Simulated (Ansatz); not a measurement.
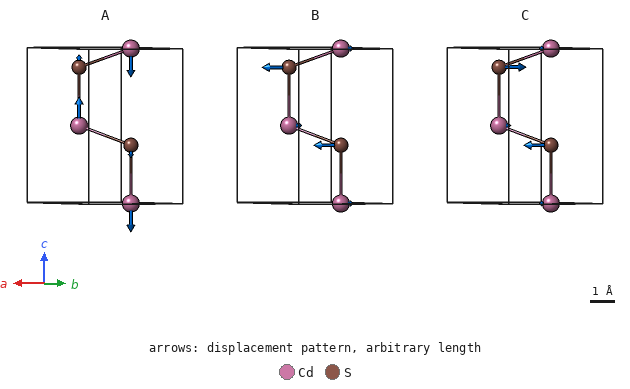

Modes of solid CdS, space group P6₃mc (No. 186), at the zone centre (one member of each degenerate set). The blue arrows are the displacements of the atoms (eigenvector over the root of the mass), of arbitrary overall length and sign. The picture is a ball-and-stick view of the cell of the calculation, seen from a free direction.

Theory: DFT PBEsol, scalar-relativistic, plane waves, PAW (Ansatz 0.2.0).

Frequencies are those without the non-analytic (LO–TO) term.

### Which are infrared-active and which Raman-active?

A is B₁, silent by symmetry (neither infrared- nor Raman-active) (133 cm⁻¹). B is E₁, infrared- and Raman-active by symmetry (236 cm⁻¹). C is E₂, Raman-active by symmetry (249 cm⁻¹).
